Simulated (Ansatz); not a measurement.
This input was run:

```
crystal:
  lattice:
    - [3.892674889, 0.0, 0.0]
    - [0.0, 3.892674889, 0.0]
    - [0.0, 0.0, 26.0101472439]
  atoms:
    - { symbol: Ga, position: [0.5, 0.5, 0.288349002] }
    - { symbol: P, position: [0.5, 0.0, 0.3412617515] }
    - { symbol: Ga, position: [0.0, 0.0, 0.394174501] }
    - { symbol: P, position: [0.0, 0.5, 0.4470872505] }
    - { symbol: Ga, position: [0.5, 0.5, 0.5] }
    - { symbol: P, position: [0.5, 0.0, 0.5529127495] }
    - { symbol: Ga, position: [0.0, 0.0, 0.605825499] }
    - { symbol: P, position: [0.0, 0.5, 0.6587382485] }
    - { symbol: Ga, position: [0.5, 0.5, 0.711650998] }
basis:
  ecutwfc: 420
kpoints:
  mp_grid: { grid: [7, 7, 1] }
hamiltonian:
  xc: pbe
scf:
  occupations: { method: gaussian, width: 0.05 }
output:
  forces: true
  eigenvalues: true
  write_density: true
  write_potential: true
  elf: true
  volumetric_format: npy
relax:
  adjacent_minimum: "off"
  f_tol: 0.02
  max_steps: 60
efield:
  axis: 3
  dipole_correction: true
  ramp_width: 0.04
```

Command:
```bash
ansatz run input.yaml --threads 1 --pin off --max-ram 2560MiB --backend cpu --events-out ev --progress --plain --runs-dir out
```

What does the potential across the slab give for the work function?

The work function is 4.86 eV, the same on both faces. The two vacuum levels agree, so the slab has no net dipole along its normal. The outermost atoms are 11.3 Å apart, which leaves 14.7 Å of vacuum in a cell 26.0 Å high.

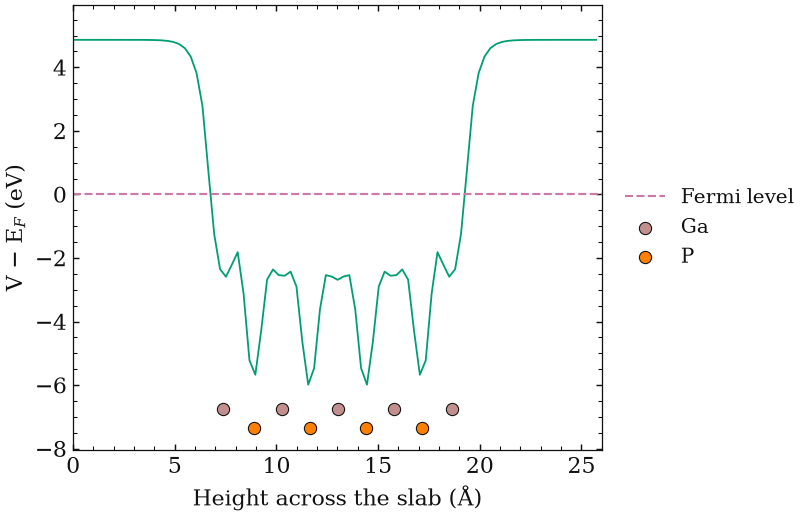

Plane-averaged electrostatic potential energy of an electron across the slab; circles at the bottom mark the heights of the atoms (positions after relaxation).
